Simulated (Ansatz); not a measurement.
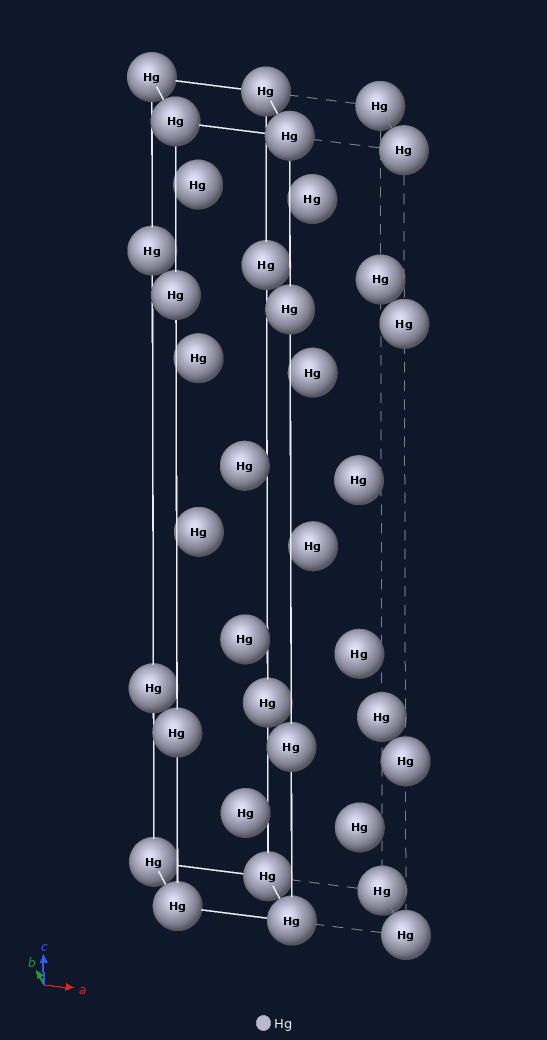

The crystal in a spheres-only representation, seen from a general direction. A 2×1×1 array of cells is drawn; the drawn cell (a repeat of the simulation cell) has the solid edges.

Describe the crystal.

The element is mercury. Strictly the space group is C2/m (No. 12, within 0.01 Å). It is a distorted form of a rhombohedral (trigonal R) structure, space group R-3m (No. 166) within 0.25 Å: α-samarium (9R) type. The cell holds nine atoms. Hg bonds to twelve Hg.

It goes back to a structure listed in the Materials Project. The picture shows the end point of a geometry optimisation with DFT PBE, scalar-relativistic, plane waves, PAW (Ansatz 0.2.0).
